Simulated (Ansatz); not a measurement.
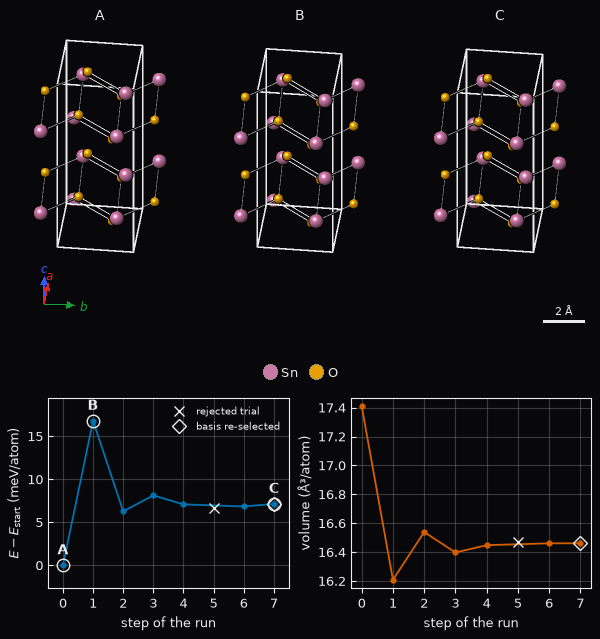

Frames of a relaxation of crystalline SnO (set up in Cmce), marked on the history of the run. A ball-and-stick model of the cell of the calculation, seen from a free direction.

Case: relaxed at 3 GPa.

These are results of Ansatz 0.2.0, DFT r2SCAN, scalar-relativistic, plane waves, PAW, not measurements. Settings: plane-wave cutoff 500 eV; k-point mesh 10 × 10 × 4; occupations gaussian; smearing width 0.02 eV; target pressure 3 GPa; no spin polarisation; cell and atoms relaxed; force threshold 0.008 eV/Å; at most 50 steps.

### Describe the path.

The largest moves relative to the cell, 0.071 Å, are those of Sn atoms. O stays in place. Cell: a = b 3.772 → 3.773 Å (0.0 %), c 9.789 → 9.252 Å (−5.5 %). Volume −5.4 %. Near-neighbour distances that change, for instance: O–Sn 2.202 → 2.207 Å. The space group stays P4/nmm (No. 129). The energy rises by 7.1 meV per atom in 5 accepted moves (7 points after the start). With the target pressure of 3 GPa, the enthalpy E + pV changes by −10.6 meV per atom. The largest force component goes from 0.42 to 0.0063 eV/Å. Pressure: 2.92 GPa at the start and 3.03 GPa at the end. The line search rejected the trial step at point 5 of the run. The SCF was repeated once at an unchanged geometry on a basis and grid sized afresh for the cell, which shifted the energy by 0.3 meV per atom at most. Cost: 5.5 min on 2 threads of Arm Neoverse V1, with other jobs on the host, peak memory 1 GiB. From step 0 to 1: Sn atoms move most (0.10 Å), volume −6.9 %, energy +16.8 meV per atom. From step 1 to 7: Sn atoms move most (0.03 Å), volume +1.6 %, energy −9.7 meV per atom.

```csv
step,"E − E(0), meV/atom","largest force component, eV/Å","pressure, GPa","volume, Å³/atom",note
0,0.00,0.4237,2.92,17.409,
1,16.80,0.4979,2.72,16.209,
2,6.28,0.1124,2.78,16.539,
3,8.13,0.0611,3.02,16.398,
4,7.09,0.0055,3.05,16.448,
5,6.71,0.0195,3.02,16.471,rejected
6,6.85,0.0062,3.03,16.461,
7,7.14,0.0063,3.03,16.461,"same geometry, new basis"
```

Limits of the set-up: layers or molecules are held without a dispersion correction, so their spacing is unreliable.
